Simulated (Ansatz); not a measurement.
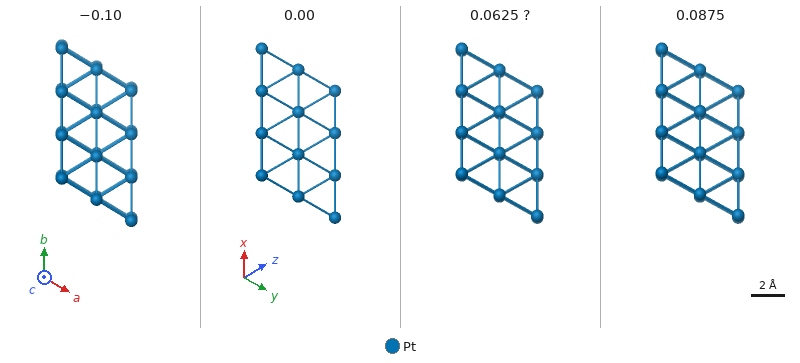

Energy scan for solid Pt (Im-3m), in which the cell is strained in shear in the yz plane, with the atoms kept at their fractional coordinates. x, y and z are the Cartesian axes of the input. The picture is a ball-and-stick view of the cell of the calculation, repeated 2 × 3 × 3 with one cell outlined, seen along the c axis.

Level of theory: DFT r2SCAN, scalar-relativistic, plane waves, PAW (Ansatz 0.2.0). Settings: plane-wave cutoff 500 eV; k-point mesh 22 × 22 × 22; occupations gaussian; smearing width 0.15 eV; no spin polarisation. Energies (free energies at the smearing named) are counted from the cell as listed in its source, which wasn't relaxed.

| engineering shear strain | energy change (meV/atom) |
| --- | --- |
| −0.1000 | 67.5 |
| −0.0500 | 17.1 |
| 0.0000 | 0.0 |
| 0.0125 | 1.1 |
| 0.0250 | 4.3 |
| 0.0375 | 9.6 |
| 0.0625 | ? |
| 0.0750 | 38.2 |
| 0.0875 | 51.8 |

Estimate the missing energy from the other rows, and compare with the calculation.

Answer. A straight line between the two neighbours gives 28.7 meV/atom. A cubic through the four nearest rows (0.0250, 0.0375, 0.0750, 0.0875) gives, with Lagrange weights, (−0.2000)(4.3) + (0.5000)(9.6) + (1.0000)(38.2) + (−0.3000)(51.8) = 26.6 meV/atom. The calculation gives 26.6 meV/atom, so the cubic is right to the digits shown and the straight line 2.1 meV/atom too high, as the curve bends upwards here.

The whole profile:

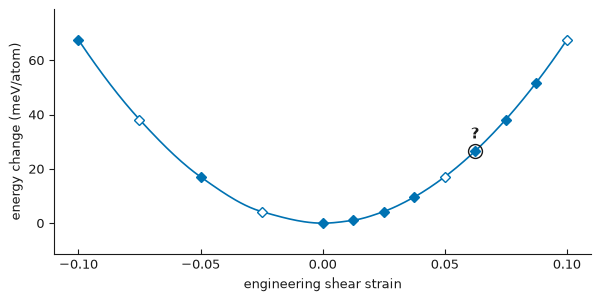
